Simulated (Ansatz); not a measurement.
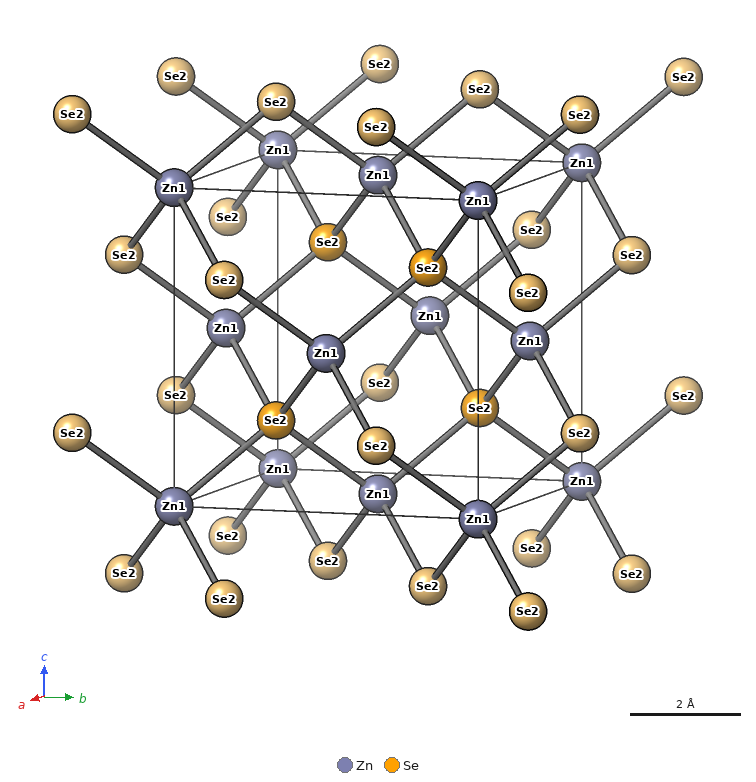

Fig. 1: The structure as given in the input (ball-and-stick view of the cell 4 times as large as that of the calculation, set on its symmetry axes, seen slightly off an axis; neighbours outside the cell are drawn fainter; atoms are numbered from 1 in the order of the input). An atom can appear more than once, as a periodic image. Near neighbours in the periodic cell (some may lie outside the picture): Zn has 4 Se at 2.53 Å; Se has 4 Zn at 2.53 Å.

## Mending a single-point calculation on ZnSe

System: ZnSe (F-43m, 2 atoms in the cell).
Method of run 1: DFT, PBE, plane waves, PAW, Ueff = 30 eV on Zn f (Ansatz 0.2.0).

The structure was made by a generator, so it may or may not be a known phase. Text and figures count atoms from 1; the logs count them from 0 in places.

### Input file, run 1
```yaml
crystal:
  lattice:
    - [0.0, 2.9221289247, 2.9221289247]
    - [2.9221289247, 0.0, 2.9221289247]
    - [2.9221289247, 2.9221289247, 0.0]
  atoms:
    - { symbol: Zn, position: [0.0, 0.0, 0.0] }
    - { symbol: Se, position: [0.25, 0.25, 0.25] }
basis:
  ecutwfc: 420
kpoints:
  mp_grid: { grid: [8, 8, 8] }
hamiltonian:
  xc: pbe
  hubbard: { sites: [{ species: Zn, l: f, u_eff: 30.0 }] }
scf:
  occupations: { method: gaussian, width: 0.02 }
  max_iter: 60
output:
  forces: true
  eigenvalues: true
  stress: true
```

Command:
```bash
ansatz run input.yaml --threads 1 --pin off --max-ram 2560MiB --backend cpu --events-out ev --progress --plain --runs-dir out
```

Hardware: 1 thread of Arm Neoverse V1, 24 GiB of memory available, shared host.

### Output (run 1)
```
Error: inconsistent input (hamiltonian.hubbard.sites[].l, hamiltonian.hubbard.sites[].shell): the file of Zn doesn't list 4f, and it can't be added: PBE doesn't bind the shell 4f of the free atom, whose level lies at +1.11 eV. Type an atom or ion with it (hamiltonian.pseudopotentials.projection_atoms), take another file or name another shell
```

> Diagnose this run and give a change of the input that cures it.

This input holds a deliberate fault: a U on a shell that isn't there (`hamiltonian.hubbard`). The program refused the input: “inconsistent input (hamiltonian.hubbard.sites[].l, hamiltonian.hubbard.sites[].shell): the file of Zn doesn't list 4f, and it can't be added: PBE doesn't bind the shell 4f of the free atom, whose level lies at +1.11 eV …”

A run of the same system that converges differs from this input as follows (lines with − go, lines with + come):
```diff
-  hubbard: { sites: [{ species: Zn, l: f, u_eff: 30.0 }] }
-  max_iter: 60
```

### Output, shortened to warnings, some set-up lines, iterations and results (run 2)
```
Basis set: ecut = 420 eV, 941 PW (Γ), exchange–correlation on 60×60×60 points (8 copies of the dense FFT grid, shifted against one another)
Symmetry: 24 space group operations
k-points: 29 of 512 (time reversal used)
Initial density: superposition of atomic densities (neutral atoms: chi_scale 0, normalization atom), corrected by the library's trained network
[...]
SCF iter   1: F=—  HF=-8789.510130 eV  |F-HF|=—  |Δ(HF+E_count)|=         —  Δρ=8.69e-4  dr2=6.47e-4  ethr=1.77e-3  ⟨swp⟩=5.9  Hψ=2622  notcnv=0
SCF iter   2: F=—  HF=-8789.509868 eV  |F-HF|=—  |Δ(HF+E_count)|=   2.61e-4  Δρ=4.54e-4  dr2=5.59e-5  ethr=2.31e-6  ⟨swp⟩=2.7  Hψ=1242  notcnv=0
SCF iter   3: F=—  HF=-8789.509902 eV  |F-HF|=—  |Δ(HF+E_count)|=   3.40e-5  Δρ=1.99e-4  dr2=1.35e-5  ethr=2.00e-7  ⟨swp⟩=2.0  Hψ=754  notcnv=0
SCF iter   4: F=—  HF=-8789.509909 eV  |F-HF|=—  |Δ(HF+E_count)|=   6.51e-6  Δρ=8.88e-5  dr2=2.05e-6  ethr=4.82e-8  ⟨swp⟩=2.0  Hψ=755  notcnv=0
SCF iter   5: F=—  HF=-8789.509917 eV  |F-HF|=—  |Δ(HF+E_count)|=   7.95e-6  Δρ=1.09e-5  dr2=8.78e-8  ethr=7.32e-9  ⟨swp⟩=2.0  Hψ=783  notcnv=0
SCF iter   6: F=-8789.509917 eV  HF=-8789.509917 eV  |F-HF|=1.34e-8  |Δ(HF+E_count)|=   1.21e-8  Δρ=4.24e-6  dr2=6.28e-9  ethr=3.13e-10  ⟨swp⟩=5.1  Hψ=2335  notcnv=0
SCF 1 converged in 6 iterations: F = -8789.509917 eV  dr2 = 6.28e-9
SCF converged after 6 iterations
Free energy (F): -8789.509917 eV
Harris-Foulkes:  -8789.509917 eV  (|F-HF|=1.34e-8)
Internal energy: -8789.509917 eV  (E = F + TS)
E sigma→0 (E₀):  -8789.509917 eV
Fermi energy:    6.046403 eV
--- Per-component energies (eV) ---
  E_band       = -408.461290
  E_kinetic    = 248.074928
  E_local      = -4527.831958  (includes V_loc(G=0)·N_el)
  E_nonlocal   = 19.244732
  E_hartree    = 2090.415903
  E_xc         = -240.249235
  E_vxc        = -148.605464  (∫ρ·V_xc dr)
  E_paw        = -3740.468037  (= ΣΔE_a)
  E_vpaw       = -180.174846  (= ΣTr[D̂ρ^β])
  E_aug_tail   = -0.000958  (compensation charges beyond the density's cutoff)
  E_ewald      = -2638.695292
  E_smearing   = -0.000000  (= −TS)
  E_closure    = -0.000000  (closes the sum)
  Σ components = -8789.509917   (vs F -8789.509917, Δ=0.00e0)
--- Forces (eV/Å), atoms counted from 1 ---
  atom   1  Zn     0.00000000    -0.00000000    -0.00000000
  atom   2  Se    -0.00000000     0.00000000     0.00000000
  max |Σ_I F_I| component: 1.43e-16 eV/Å
--- Stress (GPa, compression-positive) ---
       -2.868223      -0.000000       0.000000
        0.000000      -2.868223       0.000000
       -0.000000       0.000000      -2.868223
  P = ⅓ Tr σ = -2.8682 GPa (-28.682 kbar)
```

### The two runs side by side

```csv
quantity,run 1,run 2
outcome,refused,converged
free energy per atom (eV),–,−4394.7550
gap on the mesh (eV),–,0.93
pressure (GPa),–,−2.87
volume per atom (Å³),–,24.95
largest force (eV/Å),–,0.000
SCF iterations,–,6
irreducible k-points,–,29
plane waves at Γ,–,941
```
